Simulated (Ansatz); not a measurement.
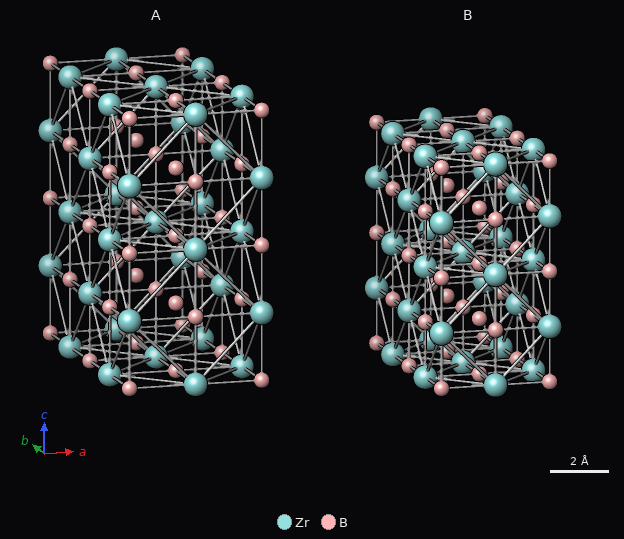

Two geometries of solid Zr$_{3}$B$_{5}$ (a generated structure, set up in Pm-3m) (coarse preliminary run), drawn at one scale. One is the start of a relaxation, the other its converged end. A ball-and-stick model of the cell of the calculation, repeated 1 × 2 × 2 with one cell outlined, seen slightly off an axis.

Theory: DFT PBE, scalar-relativistic, plane waves, PAW in Ansatz 0.2.0. Settings: plane-wave cutoff 420 eV; k-point mesh 4 × 4 × 4; occupations gaussian; smearing width 0.1 eV; no spin polarisation; cell and atoms relaxed; force threshold 0.04 eV/Å; at most 70 steps.

**Which of the two is the end point?**

Structure A is the relaxed one. The energy falls by 2628 meV per atom in 6 accepted moves (8 points after the start). All forces vanish by symmetry, so only the cell relaxes. Pressure: 209.41 GPa at the start and 0.30 GPa at the end. At 2 points the geometry stayed and the basis and grid were re-selected for the new cell (energy shift of 50.9 meV per atom at most each time). No atom moves by more than 0.005 Å relative to the cell. The volume changes by +82.6 %, with a = b = c 3.928 → 4.801 Å (+22.2 %). Among the contacts that change: Zr–Zr 2.778 → 3.395 Å, B–Zr 1.964 → 2.401 Å, B–B 1.964 → 2.401 Å. The space group stays Pm-3m (No. 221).

Limits of the set-up: the k-point mesh is coarse for a cell with partly filled bands.
